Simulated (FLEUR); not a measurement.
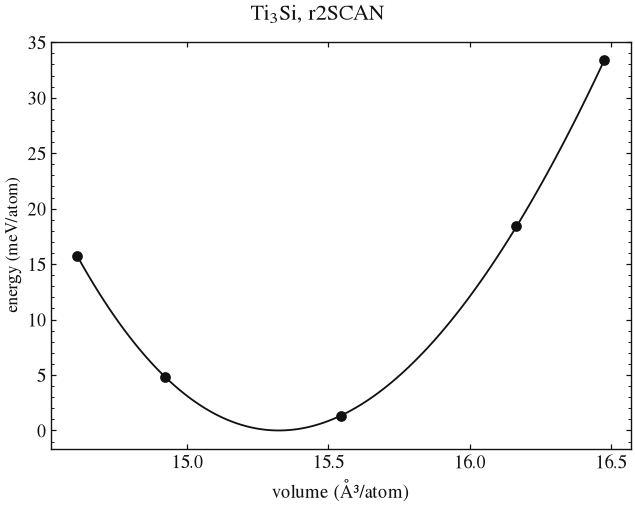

Plotted: energy against volume for Ti₃Si, space group Fm-3m (No. 225).

Cell as given: a = 4.447 Å, b = 4.447 Å, c = 4.447 Å, α = 60.00°, β = 60.00°, γ = 60.00°; 4 atoms.

Computed with FLEUR MaX-R8.1 (later development tree): all-electron LAPW DFT, no spin polarisation; energies at scaled volumes of the given cell, shape and fractions fixed, counted from the fit's minimum, third-order Birch-Murnaghan fit. Level: r2SCAN.

```json
{"setting": "k mesh", "value": "7×7×7"}
{"setting": "occupations", "value": "Fermi–Dirac"}
{"setting": "smearing width", "value": "0.05 eV"}
{"setting": "potentials", "value": "all electron"}
{"setting": "program settings", "value": "basis FLAPW, kmax 4.24 1/bohr"}
```

Give the fitted equation-of-state parameters.

Answer. A third-order Birch–Murnaghan fit gives V0 = 15.32 Å³/atom, B0 = 140 GPa and B′ = 4.1.
